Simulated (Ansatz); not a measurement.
**Two runs on NaH**

System: NaH (4 atoms in the cell).
Method of run 1: DFT, PBE, plane waves, PAW, no spin polarisation (Ansatz 0.2.0).

The structure was built on a prototype by a generator. The geometry comes from this level: r2SCAN (a point of a series of strains). Text and figures count atoms from 1; the logs count them from 0 in places.

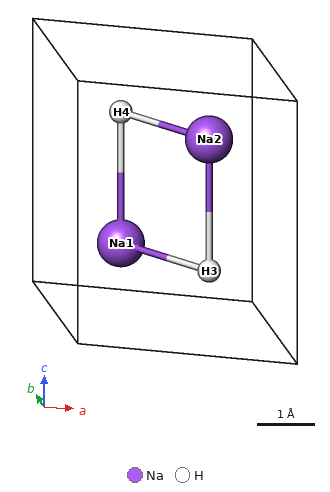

Fig. 1: The input geometry (ball-and-stick view of the cell of the calculation, seen slightly off an axis; atoms are numbered from 1 in the order of the input).

**The input, run 1**
```yaml
crystal:
  lattice:
    - [4.0956263458, 0.0, 0.0]
    - [-2.0478131729, 3.5469164598, 0.0]
    - [0.0, 0.0, 4.8283237695]
  atoms:
    - { symbol: Na, position: [0.3333333333, 0.6666666667, 0.25] }
    - { symbol: Na, position: [0.6666666667, 0.3333333333, 0.75] }
    - { symbol: H, position: [0.6666666667, 0.3333333333, 0.25] }
    - { symbol: H, position: [0.3333333333, 0.6666666667, 0.75] }
kpoints:
  mp_grid: { grid: [12, 12, 6] }
  band_path:
    path:
      - [0.0, 0.0, 0.0]
      - [0.5, 0.0, 0.0]
      - [0.3333333333, 0.3333333333, 0.0]
      - [0.0, 0.0, 0.5]
      - [0.5, 0.0, 0.5]
      - [0.3333333333, 0.3333333333, 0.5]
      - [0.3, 0.3, 0.0]
      - [-0.052083, 0.010417, 0.0]
    npoints: 1
hamiltonian:
  xc: pbe
scf:
  occupations: { method: fermi_dirac, width: 0.02 }
  n_extra_bands: 5
output:
  forces: true
  stress: true
  eigenvalues: true
```

Launched with:
```bash
ansatz run input.yaml --threads 4 --pin off --max-ram 3686MiB --backend cpu --events-out ev --progress --plain --runs-dir out
```

Hardware: 4 threads of an x86-64 CPU, shared host.

**Output, shortened to warnings, some set-up lines, iterations and results (run 1)**
```
Basis set: ecut = 420 eV, 1349 PW (Γ), exchange–correlation on 60×60×72 points (8 copies of the dense FFT grid, shifted against one another)
Symmetry: 24 space group operations
k-points: 76 of 864
Initial density: superposition of atomic densities (neutral atoms: chi_scale 0, normalization atom), corrected by the library's trained network
[...]
SCF iter   1: F=—  HF=-3005.247423 eV  |F-HF|=—  |Δ(HF+E_count)|=         —  Δρ=1.07e-3  dr2=1.17e-3  ethr=1.77e-3  ⟨swp⟩=5.5  Hψ=5596  notcnv=0
SCF iter   2: F=—  HF=-3005.246658 eV  |F-HF|=—  |Δ(HF+E_count)|=   7.65e-4  Δρ=4.30e-4  dr2=1.87e-4  ethr=5.83e-6  ⟨swp⟩=2.9  Hψ=2818  notcnv=0  defer=60
SCF iter   3: F=—  HF=-3005.246866 eV  |F-HF|=—  |Δ(HF+E_count)|=   2.08e-4  Δρ=1.92e-4  dr2=3.31e-5  ethr=9.35e-7  ⟨swp⟩=2.4  Hψ=1497  notcnv=0  defer=60
SCF iter   4: F=—  HF=-3005.247097 eV  |F-HF|=—  |Δ(HF+E_count)|=   2.31e-4  Δρ=4.33e-5  dr2=2.91e-6  ethr=1.66e-7  ⟨swp⟩=3.0  Hψ=1824  notcnv=0  defer=60
SCF iter   5: F=—  HF=-3005.247102 eV  |F-HF|=—  |Δ(HF+E_count)|=   4.82e-6  Δρ=1.26e-5  dr2=1.45e-7  ethr=1.46e-8  ⟨swp⟩=2.0  Hψ=1216  notcnv=0  defer=60
SCF iter   6: F=-3005.247103 eV  HF=-3005.247103 eV  |F-HF|=5.45e-9  |Δ(HF+E_count)|=   7.48e-7  Δρ=1.81e-6  dr2=1.22e-9  ethr=5.00e-10  ⟨swp⟩=7.0  Hψ=4789  notcnv=0
SCF 1 converged in 6 iterations: F = -3005.247103 eV  dr2 = 1.22e-9
NSCF: frozen V_eff on 8 k-points
SCF converged after 6 iterations
Free energy (F): -3005.247103 eV
Harris-Foulkes:  -3005.247103 eV  (|F-HF|=5.45e-9)
Internal energy: -3005.247103 eV  (E = F + TS)
E sigma→0 (E₀):  -3005.247103 eV
Fermi energy:    1.629959 eV
--- Per-component energies (eV) ---
  E_band       = -475.956064
  E_kinetic    = 267.624280
  E_local      = -2846.493246  (includes V_loc(G=0)·N_el)
  E_nonlocal   = 232.974042
  E_hartree    = 1036.941486
  E_xc         = -95.921641
  E_vxc        = -123.325498  (∫ρ·V_xc dr)
  E_paw        = -527.128903  (= ΣΔE_a)
  E_vpaw       = -80.616921  (= ΣTr[D̂ρ^β])
  E_aug_tail   = -0.001825  (compensation charges beyond the density's cutoff)
  E_ewald      = -1073.241295
  E_smearing   = -0.000000  (= −TS)
  E_closure    = 0.000000  (closes the sum)
  Σ components = -3005.247103   (vs F -3005.247103, Δ=0.00e0)
--- Forces (eV/Å), atoms counted from 1 ---
  atom   1  Na    -0.00000000     0.00000000     0.00000000
  atom   2  Na    -0.00000000    -0.00000000    -0.00000000
  atom   3  H      0.00000000    -0.00000000    -0.00000000
  atom   4  H     -0.00000000     0.00000000     0.00000000
  max |Σ_I F_I| component: 4.55e-18 eV/Å
--- Stress (GPa, compression-positive) ---
       -1.057550      -0.000000       0.000000
       -0.000000      -1.057550       0.000000
        0.000000       0.000000      -0.381896
  P = ⅓ Tr σ = -0.8323 GPa (-8.323 kbar)
```

The input of run 2 differs as follows (lines with − go, lines with + come):
```diff
-  xc: pbe
+  xc: r2scan
-  occupations: { method: fermi_dirac, width: 0.02 }
+  occupations: { method: fixed }
```

How does run 2 compare with run 1?

The total energies belong to different methods, so their difference says nothing on which is more stable or more accurate. The gap on the mesh goes from 3.17 to 3.49 eV. The pressure goes from −0.83 to −1.17 GPa. The functional changes from PBE to r2SCAN. The number of SCF iterations is the same. The default cutoff goes from 420 to 500 eV with the change. The plane waves at Γ go from 1349 to 1811.

**Output, shortened to warnings, some set-up lines, iterations and results (run 2)**
```
Basis set: ecut = 500 eV, 1811 PW (Γ), exchange–correlation on 120×120×144 points (64 copies of the dense FFT grid, shifted against one another)
Symmetry: 24 space group operations
k-points: 76 of 864
Initial density: superposition of atomic densities (neutral atoms: chi_scale 0, normalization atom), corrected by the library's trained network
[...]
SCF iter   1: F=—  HF=-3010.112894 eV  |F-HF|=—  |Δ(HF+E_count)|=         —  Δρ=7.39e-3  dr2=2.12e-2  dr2_τ=1.53e-3  ethr=1.77e-3  ⟨swp⟩=3.6  Hψ=4733  notcnv=0  defer=199
SCF iter   2: F=—  HF=-3010.103307 eV  |F-HF|=—  |Δ(HF+E_count)|=   9.59e-3  Δρ=2.28e-3  dr2=3.26e-3  dr2_τ=4.75e-4  ethr=1.06e-4  ⟨swp⟩=2.1  Hψ=2559  notcnv=0  defer=209
SCF iter   3: F=—  HF=-3010.103736 eV  |F-HF|=—  |Δ(HF+E_count)|=   4.30e-4  Δρ=5.67e-4  dr2=2.06e-4  dr2_τ=1.69e-5  ethr=1.63e-5  ⟨swp⟩=3.0  Hψ=1979  notcnv=0  defer=225
SCF iter   4: F=—  HF=-3010.103910 eV  |F-HF|=—  |Δ(HF+E_count)|=   1.74e-4  Δρ=1.27e-4  dr2=6.92e-6  dr2_τ=6.00e-7  ethr=1.03e-6  ⟨swp⟩=2.0  Hψ=1371  notcnv=0  defer=225
SCF iter   5: F=—  HF=-3010.103921 eV  |F-HF|=—  |Δ(HF+E_count)|=   1.04e-5  Δρ=1.32e-5  dr2=8.69e-8  dr2_τ=1.32e-8  ethr=3.46e-8  ⟨swp⟩=2.0  Hψ=1216  notcnv=0  defer=78
SCF iter   6: F=-3010.103921 eV  HF=-3010.103921 eV  |F-HF|=3.03e-9  |Δ(HF+E_count)|=   6.70e-8  Δρ=2.64e-6  dr2=5.56e-9  dr2_τ=4.05e-10  ethr=4.34e-10  ⟨swp⟩=7.4  Hψ=6030  …
SCF 1 converged in 6 iterations: F = -3010.103921 eV  dr2 = 5.56e-9
NSCF: frozen V_eff on 8 k-points
SCF converged after 6 iterations
Free energy (F): -3010.103921 eV
Harris-Foulkes:  -3010.103921 eV  (|F-HF|=3.03e-9)
Internal energy: -3010.103921 eV  (E = F + TS)
E sigma→0 (E₀):  -3010.103921 eV
Fermi energy:    -0.281009 eV
--- Per-component energies (eV) ---
  E_band       = -499.324628
  E_kinetic    = 267.879277
  E_local      = -2852.425960  (includes V_loc(G=0)·N_el)
  E_nonlocal   = 234.611455
  E_hartree    = 1040.831884
  E_xc         = -91.345836
  E_vxc        = -134.962608  (∫ρ·V_xc dr)
  E_paw        = -536.360007  (= ΣΔE_a)
  E_vpaw       = -106.863580  (= ΣTr[D̂ρ^β])
  E_aug_tail   = -0.000905  (compensation charges beyond the density's cutoff)
  E_vtau       = 10.775885  (kinetic-family band-sum trace: ∫τ·v_τ [+ j·A + Jᵃ·Aᵃ] dr)
  E_ewald      = -1073.241295
  E_core_change = -0.052535  (= ΣΔE_core)
  E_smearing   = -0.000000  (= −TS)
  E_closure    = -0.000000  (closes the sum)
  Σ components = -3010.103921   (vs F -3010.103921, Δ=0.00e0)
--- Forces (eV/Å), atoms counted from 1 ---
  atom   1  Na     0.00000000     0.00000000     0.00000000
  atom   2  Na     0.00000000    -0.00000000    -0.00000000
  atom   3  H      0.00000000    -0.00000000    -0.00000000
  atom   4  H     -0.00000000     0.00000000     0.00000000
  max |Σ_I F_I| component: 2.49e-18 eV/Å
--- Stress (GPa, compression-positive) ---
       -1.381437      -0.000000       0.000000
       -0.000000      -1.381437       0.000000
        0.000000       0.000000      -0.756345
  P = ⅓ Tr σ = -1.1731 GPa (-11.731 kbar)
```

**The two runs side by side**

| quantity | run 1 | run 2 |
| --- | --- | --- |
| outcome | converged | converged |
| free energy per atom (eV) | −751.3118 | −752.5260 |
| gap on the mesh (eV) | 3.17 | 3.49 |
| pressure (GPa) | −0.83 | −1.17 |
| largest force (eV/Å) | 0.000 | 0.000 |
| SCF iterations | 6 | 6 |
| irreducible k-points | 76 | 76 |
| plane waves at Γ | 1349 | 1811 |
| wall time (shared host) | 2.7 s | 6.8 s |
